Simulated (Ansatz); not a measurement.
**AgCl: density, localisation and related maps**

Input

```
crystal:
  lattice:
    - [3.433973, 0.0, 0.0]
    - [0.0, 3.433973, 0.0]
    - [0.0, 0.0, 3.433973]
  atoms:
    - { symbol: Ag, position: [0.0, 0.0, 0.0] }
    - { symbol: Cl, position: [0.5, 0.5, 0.5] }
basis:
  ecutwfc: 420
kpoints:
  mp_grid: { grid: [10, 10, 10] }
hamiltonian:
  xc: pbesol
scf:
  occupations: { method: gaussian, width: 0.02 }
output:
  forces: true
  stress: true
  eigenvalues: true
  write_density: true
  write_potential: true
  elf: true
  volumetric_format: npy
relax:
  adjacent_minimum: "off"
  f_tol: 0.005
  max_steps: 80
  cell: { stress_tol: 0.05 }
```

Run with:

```sh
ansatz run input.yaml --threads 4 --pin off --max-ram 9216MiB --backend cpu --events-out ev --progress --plain --runs-dir out
```

Below, planes, directions and counts refer to the conventional cell (a = 3.33 Å, b = 3.33 Å, c = 3.33 Å, α = 90.00°, β = 90.00°, γ = 90.00°).

The fields are those of the relaxed geometry.

Space group Pm-3m; a structure from a database of computed crystals, not necessarily the ambient phase.

The calculation used DFT PBEsol, scalar-relativistic, plane waves, PAW (Ansatz).

In a PAW calculation such maps are meaningful between the atoms, not at the nuclei.

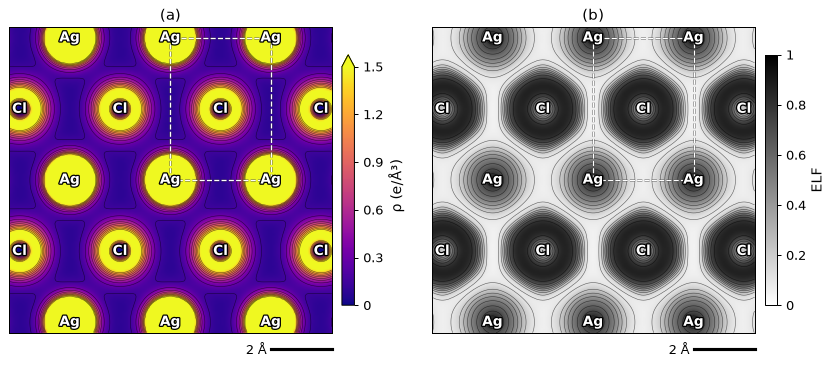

Figure 1. (a) valence electron density; (b) ELF on the (101̄) plane of the conventional cell.

Q: Read the bonding off the picture.

A:
- Atoms in the plane: Ag and Cl.
- Ag–Cl (2.88 Å): the density is about 0.19 e/Å³ at the midpoint; the ELF peaks at about 0.85 in the valence shell of Cl, 0.8 Å from its nucleus, and drops to about 0.10 between the two atoms; no localised pair shows between them.
- Between the atoms the lowest density in this plane is 0.08 e/Å³.
- The features right at Ag lie inside the PAW spheres, where the map follows smoothed inner orbitals and isn't to be read closely.

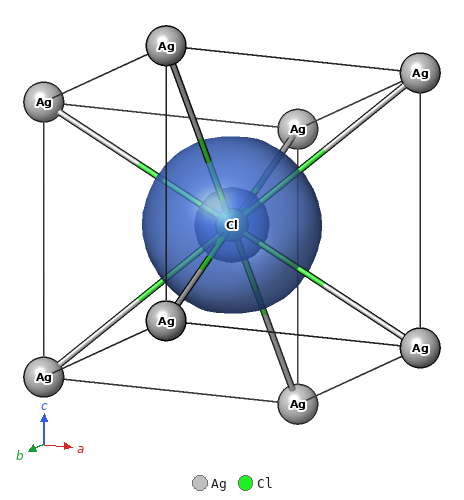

Figure 2. Isosurface of the electron localisation function at 0.75 (blue), seen at an oblique angle. Only the valence region is drawn (cores and ρ < 0.01 e/Å³ removed). Sticks mark near contacts.

Q: Where are the electrons localised?

A: The surface consists of one region wrapped around Cl (its valence shell), counted in one cell of 2 atoms. Any copies at cell faces, edges or corners count once.

Q: Does the calculation give a band gap?

A: It is gapped, with a Kohn–Sham gap of 0.45 eV on the k-point mesh, an upper bound to the gap of this method.
